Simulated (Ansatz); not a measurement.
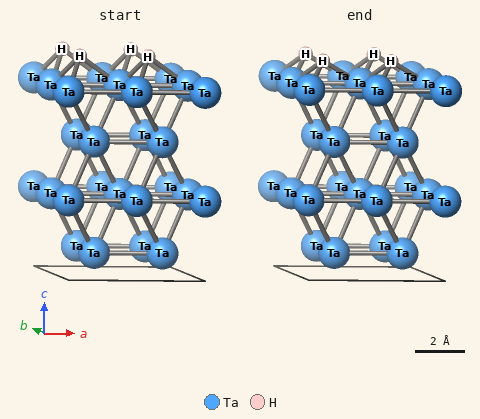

The structure of a slab of composition Ta$_{4}$H (cut from the Im-3m phase) before (left) and after (right) a constrained relaxation, at one scale.

The picture is a ball-and-stick view of the 2 × 2 repeat of the cell, outlined in the plane, without the vacuum, seen slightly off an axis.

Case: H put at a hollow Ta-Ta-Ta site. The slab is the (1 1 0) face of Ta with H on it. 2 atoms are held fixed.

Computed with DFT PBEsol, scalar-relativistic, plane waves, PAW in Ansatz 0.2.0.

Input
```yaml
crystal:
  lattice:
    - [2.8410132459, 0.0, 0.0]
    - [-0.9470044153, 2.6785329755, 0.0]
    - [0.0, 0.0, 25.9590328048]
  atoms:
    - { symbol: Ta, position: [0.5, 0.5, 0.3274390099] }
    - { symbol: Ta, position: [0.0, 0.0, 0.416798179] }
    - { symbol: Ta, position: [0.5, 0.5, 0.50584702] }
    - { symbol: Ta, position: [0.0, 0.0, 0.5912936046] }
    - { symbol: H, position: [0.3333333333, 0.6666666667, 0.641372512] }
basis:
  ecutwfc: 420
kpoints:
  mp_grid: { grid: [11, 11, 1] }
hamiltonian:
  xc: pbesol
scf:
  occupations: { method: gaussian, width: 0.1 }
output:
  forces: true
  eigenvalues: true
  write_density: true
  write_potential: true
  elf: true
  volumetric_format: npy
relax:
  adjacent_minimum: "off"
  f_tol: 0.03
  max_steps: 70
  constraints: [{ sites: [0, 1] }]
efield:
  axis: 3
  dipole_correction: true
  ramp_width: 0.04
```

Run as
```bash
ansatz run input.yaml --threads 2 --pin off --max-ram 5120MiB --backend cpu --events-out ev --progress --plain --runs-dir out
```

Q: What changed between the two?

A: The atom that moves furthest is H5 (0.25 Å at 41° to the normal (−c side)). Largest moves by element: H 0.25 Å, Ta 0.08 Å. The cell doesn't change. Among the contacts that change: Ta4–H5 2.231 → 2.045 Å, Ta3–Ta4 3.210 → 3.289 Å, Ta3–Ta4 (another image) 2.759 → 2.828 Å, Ta4–H5 (another image) 2.020 → 1.967 Å. Among the angles between lasting bonds that change: Ta4–H5–Ta4 94.6° → 106.6°, Ta4–H5–Ta4 83.7° → 90.1°. The energy falls by 0.139 eV per cell of the calculation in 4 geometry steps. Largest force component: 1.2 eV/Å at the start, 0.0029 eV/Å at the end. The run took 51 s on 2 threads of Intel(R) Xeon(R) Platinum 8488C (Sapphire Rapids) (shared host), peak memory 0.55 GiB.

Limits of the set-up: the periodic images lie only 2.8 Å apart, so the values are limited by the cell's size.
